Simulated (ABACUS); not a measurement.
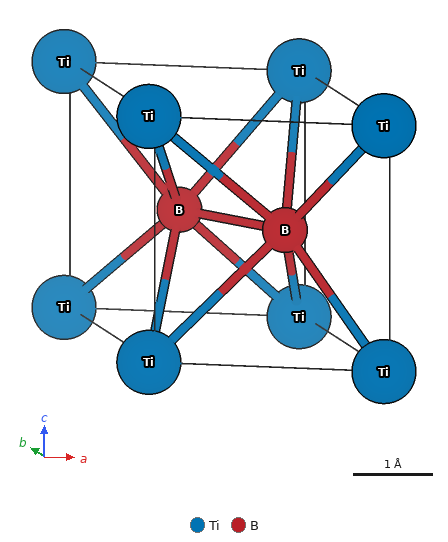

The structure (ball-and-stick view of the cell of the calculation, seen at an oblique angle). Near neighbours in the crystal (not all of them lie inside the picture): Ti has 12 B at 2.26 to 2.50 Å; B has 3 B at 1.71 to 1.79 Å and 6 Ti at 2.26 to 2.50 Å.

## Run report: TiB2, tune calculation (part 1 of 2)

TiB2 (P1, 3 atoms in the cell), computed with Kohn-Sham DFT of a periodic cell, PBE, SPMS ONCV 1.0 PBE, no spin polarisation (ABACUS 3.10.1).

The structure derives from an entry of the Crystallography Open Database. It belongs to a series of runs on one base structure; here: mixing_ndim: 8.

What the program printed:
```
ABACUS v3.10.1

               Atomic-orbital Based Ab-initio Computation at UStc

 ------------------------------------------------------------------------------------

 READING GENERAL INFORMATION
                           global_out_dir = OUT.TiB2/
                           global_in_card = INPUT
                               pseudo_dir = ./
                              orbital_dir =
                                    DSIZE = 4
                                    GSIZE = 1

 READING UNITCELL INFORMATION
                                    ntype = 2
                  lattice constant (Bohr) = 1.88973
              lattice constant (Angstrom) = 1

 READING ATOM TYPE 1
                               atom label = Ti
                      L=0, number of zeta = 1
                      L=1, number of zeta = 1
                      L=2, number of zeta = 1
             number of atom for this type = 1

 READING ATOM TYPE 2
                               atom label = B
                      L=0, number of zeta = 1
                      L=1, number of zeta = 1
                      L=2, number of zeta = 1
             number of atom for this type = 2

                        TOTAL ATOM NUMBER = 3
DIRECT COORDINATES
    atom                   x                   y                   z     mag                  vx                  vy                  vz
taud_Ti1            0.9723650000        0.9930490000        0.0010690000  0.0000        0.0000000000        0.0000000000        0.0000000000
taud_B1            0.6826080000        0.3569580000        0.4845140000  0.0000        0.0000000000        0.0000000000        0.0000000000
taud_B2            0.3488050000        0.6756240000        0.4835020000  0.0000        0.0000000000        0.0000000000        0.0000000000

                          Volume (Bohr^3) = 173.129
                             Volume (A^3) = 25.6551

 Lattice vectors: (Cartesian coordinate: in unit of a_0)
              +3.0292                  +0                  +0
              -1.5146            +2.62336                  +0
                   +0                  +0             +3.2284
 Reciprocal vectors: (Cartesian coordinate: in unit of 2 pi/a_0)
             +0.33012           +0.190595                  -0
                   -0            +0.38119                  -0
                   +0                  -0           +0.309751
 The esolver type has been set to : ksdft_pw

                PAO radial cut off (Bohr) = 7

 Read in pseudopotential file is 22_Ti_12_2.0_2.8_pbe_n_v1.0.upf
                     pseudopotential type = NC
          exchange-correlation functional = PBE
                 nonlocal core correction = 1
                        valence electrons = 12
                                     lmax = 2
                           number of zeta = 4
                     number of projectors = 6
                           L of projector = 0
                           L of projector = 0
                           L of projector = 1
                           L of projector = 1
                           L of projector = 2
                           L of projector = 2
                PAO radial cut off (Bohr) = 7

 Read in pseudopotential file is 05_B_3_1.5_1.7_pbe_n_v1.0.upf
                     pseudopotential type = NC
          exchange-correlation functional = PBE
                 nonlocal core correction = 1
                        valence electrons = 3
                                     lmax = 1
                           number of zeta = 2
                     number of projectors = 4
                           L of projector = 0
                           L of projector = 0
                           L of projector = 1
                           L of projector = 1
     initial pseudo atomic orbital number = 18

 SETUP THE ELECTRONS NUMBER
            electron number of element Ti = 12
      total electron number of element Ti = 12
             electron number of element B = 3
       total electron number of element B = 6
            AUTOSET number of electrons:  = 18
                           occupied bands = 9
                                   NBANDS = 13
                                   NLOCAL = 27

%%%%%%%%%%%%%%%%%%%%%%%%%%%%%%%%%%%%%%%%%%%%%%%%%%%%%%%%%%%%%%%%%%%%%%%%%%%%%%%%%%%%%%%%%%%%%%%%%%%%%%%%%%
 Warning: the number of valence electrons in pseudopotential > 4 for Ti: [Ar] 3d2 4s2
 Pseudopotentials with additional electrons can yield (more) accurate outcomes, but may be less efficient.
 If you're confident that your chosen pseudopotential is appropriate, you can safely ignore this warning.
%%%%%%%%%%%%%%%%%%%%%%%%%%%%%%%%%%%%%%%%%%%%%%%%%%%%%%%%%%%%%%%%%%%%%%%%%%%%%%%%%%%%%%%%%%%%%%%%%%%%%%%%%%

 SETUP THE PLANE WAVE BASIS
 energy cutoff for charge/potential (unit:Ry) = 336
            fft grid for charge/potential = [ 36, 36, 36 ]
                        fft grid division = [ 1, 1, 1 ]
        big fft grid for charge/potential = [ 36, 36, 36 ]
                                     nbxx = 46656
                                     nrxx = 46656

 SETUP PLANE WAVES FOR CHARGE/POTENTIAL
                    number of plane waves = 17999
                         number of sticks = 757

 PARALLEL PW FOR CHARGE/POTENTIAL
     PROC   COLUMNS(POT)             PW
        1            757          17999
 --------------- sum -------------------
        1            757          17999
                            number of |g| = 890
                                  max |g| = 30.3539
                                  min |g| = 0

----------- Double Check Mixing Parameters Begin ------------
mixing_type: broyden
mixing_beta: 0.7
mixing_gg0: 1
mixing_gg0_min: 0.1
mixing_ndim: 8
----------- Double Check Mixing Parameters End ------------

 LATTICE VECTORS: (CARTESIAN COORDINATE: IN UNIT OF A0)
              +3.0292                  +0                  +0
              -1.5146            +2.62336                  +0
                   +0                  +0             +3.2284
                       right hand lattice = 1
                                   NORM_A = 3.0292
                                   NORM_B = 3.0292
                                   NORM_C = 3.2284
                           ALPHA (DEGREE) = 90
                           BETA  (DEGREE) = 90
                           GAMMA (DEGREE) = 120

 The lattice vectors have been changed (STRU_SIMPLE.cif)

(for optimal symmetric configuration:)
                             BRAVAIS TYPE = 4
                     BRAVAIS LATTICE NAME = 04. Hexagonal cell
                                    ibrav = 4
                                    IBRAV = 4
                                  BRAVAIS = HEXAGONAL CELL
                       LATTICE CONSTANT A = 3.0292
                                C/A RATIO = 1.06576
Original cell was already a primitive cell.
                        ROTATION MATRICES = 24
              PURE POINT GROUP OPERATIONS = 1
                   SPACE GROUP OPERATIONS = 1
                              POINT GROUP = C_1
               POINT GROUP IN SPACE GROUP = C_1

 SETUP K-POINTS
                                    nspin = 1
                   Input type of k points = Monkhorst-Pack(Gamma)
                                   nkstot = 180
                       right hand lattice = 1
(for reciprocal lattice: )
                             BRAVAIS TYPE = 4
                     BRAVAIS LATTICE NAME = 04. Hexagonal cell
                                    ibrav = 4
                       right hand lattice = 1
(for k-lattice: )
                             BRAVAIS TYPE = 4
                     BRAVAIS LATTICE NAME = 04. Hexagonal cell
                                    ibrav = 4
                       right hand lattice = 1
                        ROTATION MATRICES = 24
                               nkstot_ibz = 92
K-POINTS REDUCTION ACCORDING TO SYMMETRY
     IBZ    DIRECT_X    DIRECT_Y    DIRECT_Z  WEIGHT  ibz2bz
       1  0.00000000  0.00000000  0.00000000  0.0056       0
       2  0.16666667  0.00000000  0.00000000  0.0111       1
       3  0.33333333  0.00000000  0.00000000  0.0111       2
       4  0.50000000  0.00000000  0.00000000  0.0056       3
       5  0.00000000  0.16666667  0.00000000  0.0111       6
       6  0.16666667  0.16666667  0.00000000  0.0111       7
       7  0.33333333  0.16666667  0.00000000  0.0111       8
       8  0.50000000  0.16666667  0.00000000  0.0111       9
       9  0.33333333 -0.16666667  0.00000000  0.0111      10
      10 -0.16666667  0.16666667  0.00000000  0.0111      11
      11  0.00000000  0.33333333  0.00000000  0.0111      12
      12  0.16666667  0.33333333  0.00000000  0.0111      13
      13  0.33333333  0.33333333  0.00000000  0.0111      14
      14  0.50000000  0.33333333  0.00000000  0.0111      15
      15 -0.33333333  0.33333333  0.00000000  0.0111      16
      16 -0.16666667  0.33333333  0.00000000  0.0111      17
      17  0.00000000  0.50000000  0.00000000  0.0056      18
      18  0.16666667  0.50000000  0.00000000  0.0111      19
      19  0.33333333  0.50000000  0.00000000  0.0111      20
      20  0.50000000  0.50000000  0.00000000  0.0056      21
      21  0.00000000  0.00000000  0.20000000  0.0111      36
      22  0.16666667  0.00000000  0.20000000  0.0111      37
      23  0.33333333  0.00000000  0.20000000  0.0111      38
      24  0.50000000  0.00000000  0.20000000  0.0111      39
      25  0.33333333  0.00000000 -0.20000000  0.0111      40
      26 -0.16666667  0.00000000  0.20000000  0.0111      41
      27  0.00000000  0.16666667  0.20000000  0.0111      42
      28  0.16666667  0.16666667  0.20000000  0.0111      43
      29  0.33333333  0.16666667  0.20000000  0.0111      44
      30  0.50000000  0.16666667  0.20000000  0.0111      45
[... 62 further k points ...]

                               nkstot now = 92
[... K-POINTS DIRECT COORDINATES: 92 rows ...]

           k-point number in this process = 23
       minimum distributed K point number = 23
[... stars of the k points ...]

[... K-POINTS CARTESIAN COORDINATES: 23 rows ...]

[... K-POINTS DIRECT COORDINATES: 23 rows ...]

 SETUP PLANE WAVES FOR WAVE FUNCTIONS
     energy cutoff for wavefunc (unit:Ry) = 84
              fft grid for wave functions = [ 36, 36, 36 ]
                    number of plane waves = 3163
                         number of sticks = 241

 PARALLEL PW FOR WAVE FUNCTIONS
     PROC   COLUMNS(POT)             PW
        1            241           3163
 --------------- sum -------------------
        1            241           3163

 SETUP NONLOCAL PSEUDOPOTENTIALS IN PLANE WAVE BASIS
 Ti non-local projectors:
 projector 1 L=0
 projector 2 L=0
 projector 3 L=1
 projector 4 L=1
 projector 5 L=2
 projector 6 L=2
 B non-local projectors:
 projector 1 L=0
 projector 2 L=0
 projector 3 L=1
 projector 4 L=1
      TOTAL NUMBER OF NONLOCAL PROJECTORS = 34

 Init Non-Local PseudoPotential table :
 Init Non-Local-Pseudopotential done.

                                     npwx = 2262

 Make real space PAO into reciprocal space.
       max mesh points in Pseudopotential = 701
     dq(describe PAO in reciprocal space) = 0.01
                                    max q = 1104

 number of pseudo atomic orbitals for Ti is 4
WARNING: norm of atomic wavefunction # 3 of atomic type Ti is 0.999499, renormalized
WARNING: norm of atomic wavefunction # 4 of atomic type Ti is 0.990413, renormalized

 number of pseudo atomic orbitals for B is 2
WARNING: norm of atomic wavefunction # 1 of atomic type B is 0.999868, renormalized
WARNING: norm of atomic wavefunction # 2 of atomic type B is 0.997328, renormalized

 -------------------------------------------
 SELF-CONSISTENT
 -------------------------------------------
                                 init_chg = atomic

 PW ALGORITHM --------------- ION=   1  ELEC=   1--------------------------------

 Density error is 0.531541480432
                          Error Threshold = 0.01
----------------------------------------------------------
     Energy           Rydberg                 eV
----------------------------------------------------------
 E_KohnSham     -129.0700894009      -1756.0886572211
 E_Harris       -134.0034380027      -1823.2103084271
 E_Fermi        1.1660074505         15.8643452374
----------------------------------------------------------

 PW ALGORITHM --------------- ION=   1  ELEC=   2--------------------------------

 Density error is 0.817119011343
                          Error Threshold = 0.00295300822462
----------------------------------------------------------
     Energy           Rydberg                 eV
----------------------------------------------------------
 E_KohnSham     -129.1271024180      -1756.8643591137
 E_Harris       -123.0432052619      -1674.0886917456
 E_Fermi        1.0233435276         13.9233029865
----------------------------------------------------------

 PW ALGORITHM --------------- ION=   1  ELEC=   3--------------------------------

 Density error is 0.0154562461338
                          Error Threshold = 0.00295300822462
```
